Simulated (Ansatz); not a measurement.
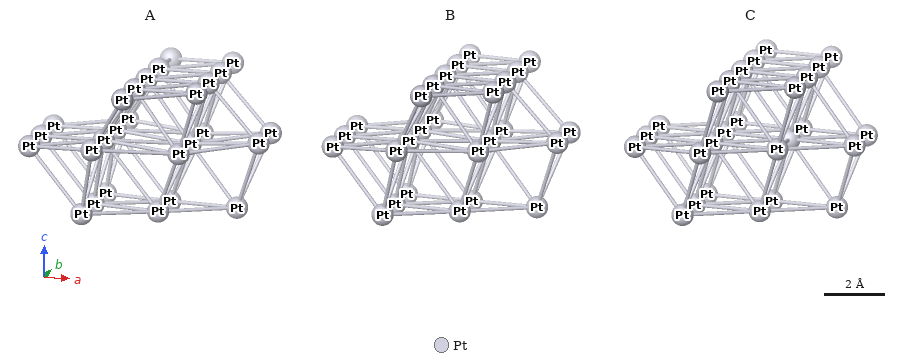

3 geometries from one constrained relaxation of a slab of composition Pt (cut from the Fm-3m phase), in shuffled order. The picture is a ball-and-stick view of the atoms within 5.8 Å of the atom that moves most (axes of the 1 × 3 repeat of the cell, outlined in the plane, without the vacuum (origin shifted)), seen from a free direction.

Case: stripe over 2 of 6 cells, two steps. 12 atoms are held fixed.

All numbers below come from DFT PBE, scalar-relativistic, plane waves, PAW in Ansatz 0.2.0. Set-up: plane-wave cutoff 420 eV; k-point mesh 2 × 12 × 1; occupations gaussian; smearing width 0.1 eV; no spin polarisation; dipole correction; atoms relaxed in a fixed cell; force threshold 0.02 eV/Å; at most 45 steps.

Q: Order the frames from highest to lowest energy.

A: C, B, A. They are steps 0, 1, 4, at +0.408 eV per cell of the calculation, +0.105 eV per cell of the calculation relative to the last. A Pt atom moves most: 0.32 Å at 30° to the normal (−c side). The lattice vectors keep their values. Among the contacts that change: Pt–Pt 2.807 → 3.112 Å, Pt–Pt 2.807 → 3.036 Å, Pt–Pt 2.807 → 2.642 Å, Pt–Pt 2.807 → 2.668 Å. Over 4 geometry steps the energy falls by 0.408 eV per cell of the calculation. The largest force component goes from 0.68 to 0.017 eV/Å. Cost: 8.7 min on 4 threads of Intel(R) Xeon(R) Platinum 8375C CPU @ 2.90GHz (Ice Lake) (shared host), peak memory 5.2 GiB.
